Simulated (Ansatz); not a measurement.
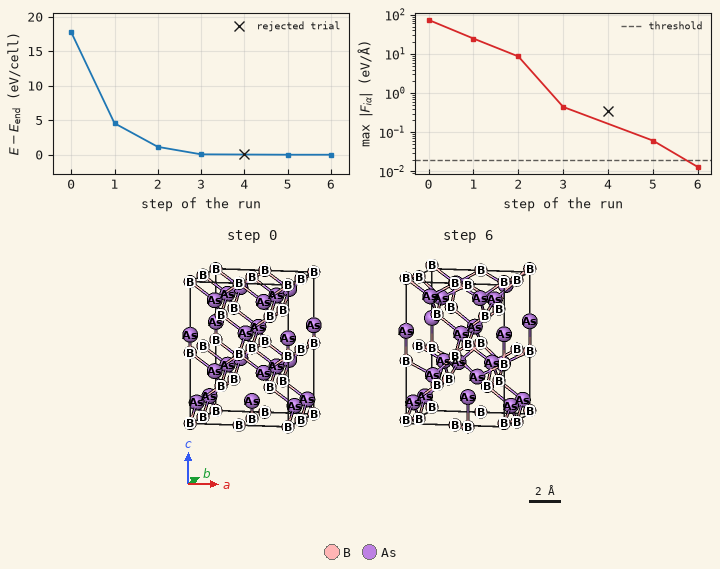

First and last geometry of a relaxation of a defect cell of composition B8As7 (cell charge +3) (started half-way along a vacancy jump, in the symmetry of that start), with the history of the run. Style: ball-and-stick. Shown: the conventional cell (2 times the calculation's cell) (origin shifted), slightly off an axis. Lengths and directions refer to the drawn axes.

All numbers below come from DFT PBEsol, scalar-relativistic, plane waves, PAW in Ansatz 0.2.0. Set-up: plane-wave cutoff 420 eV; k-point mesh 4 × 4 × 4; occupations gaussian; smearing width 0.05 eV; no spin polarisation; atoms relaxed in a fixed cell; force threshold 0.02 eV/Å; at most 60 steps.

Read the history and describe the run.

Answer. It converged. After 5 accepted moves (6 points after the start) the energy has fallen by 17.776 eV per cell of the calculation. Largest force component: 74 eV/Å at the start, 0.013 eV/Å at the end. The line search rejected the trial step at point 4 of the run. The largest move is that of a B atom, 0.54 Å along −c. By element the largest moves are B 0.54 Å, As 0.30 Å. The cell stays as it was. Some distances before and after: As–B 1.192 → 1.997 Å, As–As 2.920 → 3.443 Å, As–As 3.371 → 3.059 Å, As–B 2.065 → 1.962 Å. Among the angles between lasting bonds that change: B–As–B 109.5° → 127.6°, As–B–As 109.5° → 127.3°, B–As–B 109.5° → 94.2°.

Limits of the set-up: the periodic images lie only 6.7 Å apart, so the values are limited by the cell's size; the cell is charged, on a uniform background, and energies carry no finite-size correction.
